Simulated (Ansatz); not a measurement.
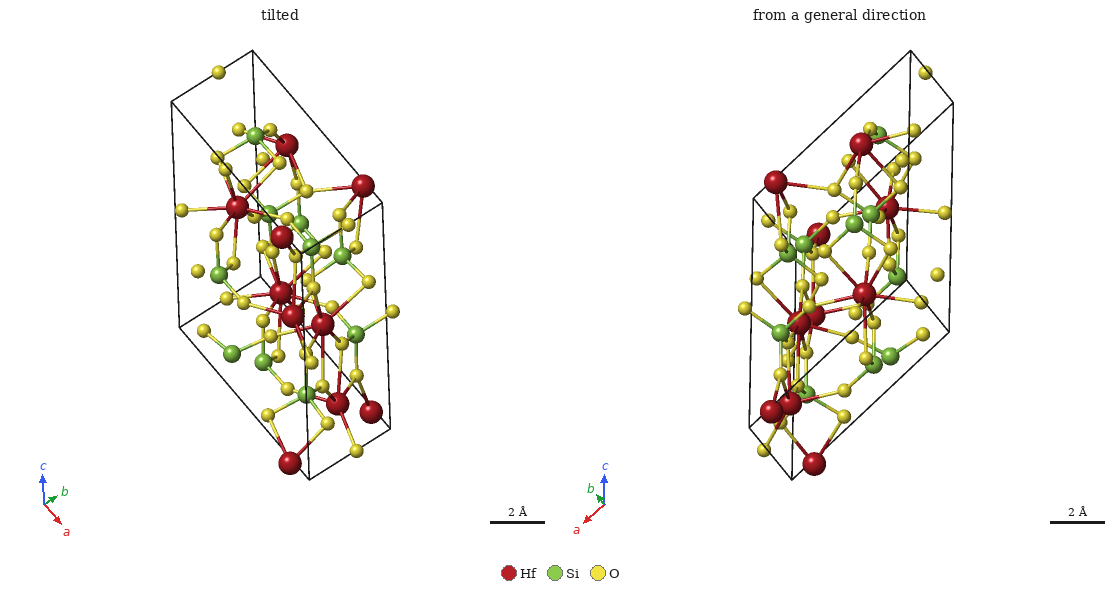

The figure gives a ball-and-stick picture of the atoms, viewed slightly off an axis and from a general direction. One supercell is outlined, and atoms on its boundary appear in each equivalent place. The host is HfSiO4, in a cell of 48 sites, and the cell carries a charge of -2.

Which defect is modelled here, and what are its neighbours?

A hafnium vacancy. Around the empty site lie eight O at about 2.2 to 2.5 Å.

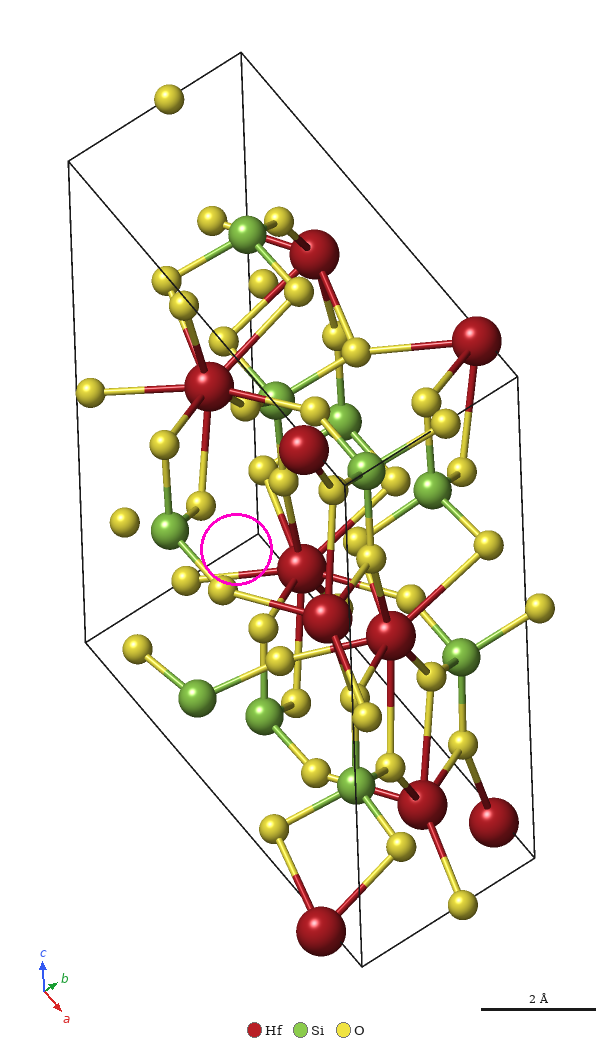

The same cell with a ring at the defect's site.

The atoms were relaxed in the host's cell with DFT PBE, scalar-relativistic, plane waves, PAW in Ansatz 0.2.0.
